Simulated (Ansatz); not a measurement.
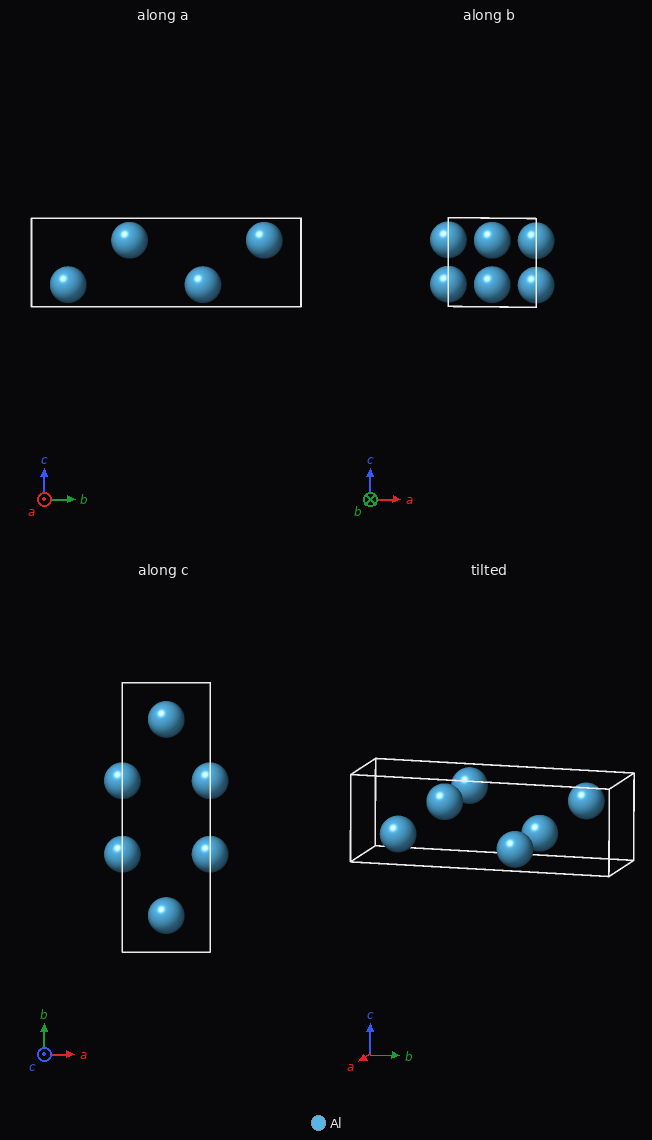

View along the a axis, along the b axis, along the c axis and slightly off an axis, drawn as a spheres-only model. Lines trace the edges of the drawn cell (a repeat of the simulation cell).

Lattice parameters: a = 2.883 Å, b = 8.857 Å, c = 2.918 Å, α = 90.00°, β = 90.62°, γ = 90.00°. Put a along x and b in the xy plane.

Write down what is shown as a POSCAR file, with free fractional coordinates to two decimals.

```
Al
1.0
     2.883    0.000    0.000
     0.000    8.857    0.000
    -0.032    0.000    2.918
Al
4
Direct
  0.50 0.14 0.25
  0.50 0.86 0.75
  0.00 0.64 0.25
  0.00 0.36 0.75
```

The structure was taken from a structure type filled with this element by a generator (whether the element takes this form wasn't checked). Earlier steps of the study may have refined or changed the cell and positions. Ansatz was used for an electronic-structure calculation on it.

At this level of theory the cell isn't at rest (stretched, at -5 GPa), so its distances can differ from those at equilibrium, the more so the softer the solid.
